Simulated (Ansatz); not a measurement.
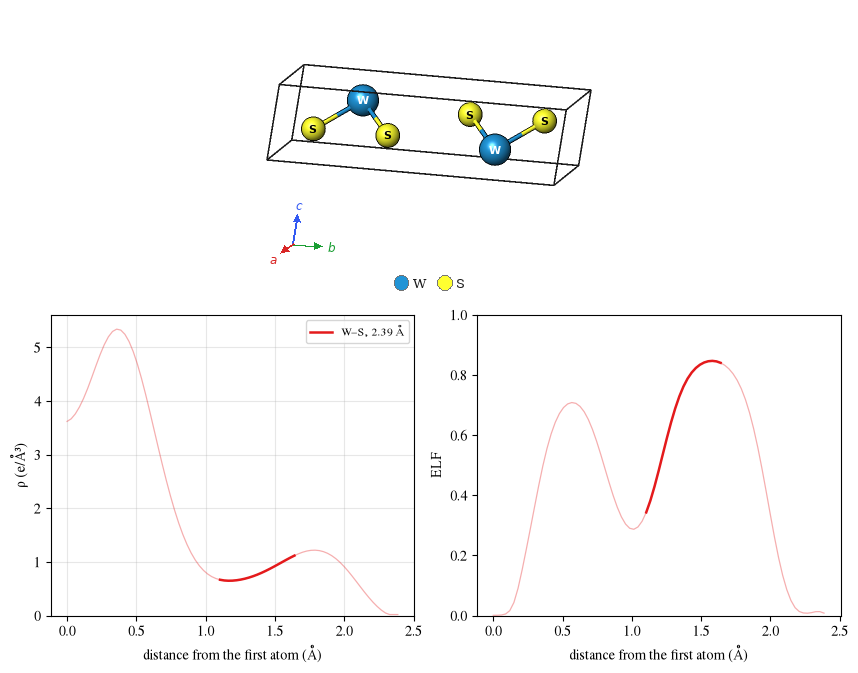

The picture shows: WS2. Valence electron density and electron localisation function along straight lines between neighbouring atoms. Thin, pale parts lie inside the atomic spheres. The structure is drawn too.

Space group P2₁/m; a structure from a database of computed crystals, not necessarily the ambient phase; changed on purpose from its base cell (mode 4 frozen in at -0.136 Å, equal normal strain along x, y and z -0.0083); not relaxed (largest force 0.4 eV/Å); computed pressure about 5 GPa in this cell.

These are results of DFT PBE+D3(BJ), scalar-relativistic, plane waves, PAW in Ansatz 0.2.0, not measurements.

Core electrons are frozen (PAW), and the valence fields are smoothed inside the atomic spheres.

```yaml
crystal:
  lattice:
    - [-1.56394, 2.70883, 0.00000]
    - [0.00000, 0.00000, -12.04197]
    - [-1.56394, -2.70883, 0.00000]
  atoms:
    - { symbol: W, position: [0.37658, 0.25007, 0.70991] }
    - { symbol: W, position: [0.62342, 0.74993, 0.29009] }
    - { symbol: S, position: [0.29059, 0.87962, 0.62393] }
    - { symbol: S, position: [0.70940, 0.37976, 0.37606] }
    - { symbol: S, position: [0.29060, 0.62024, 0.62394] }
    - { symbol: S, position: [0.70941, 0.12038, 0.37607] }
```

What can be read from the curves?

Answer. W–S (2.39 Å): the density is about 0.65 e/Å³ at the midpoint; the ELF peaks at about 0.85 in the valence shell of S, 0.8 Å from its nucleus, and is about 0.50 at the midpoint.
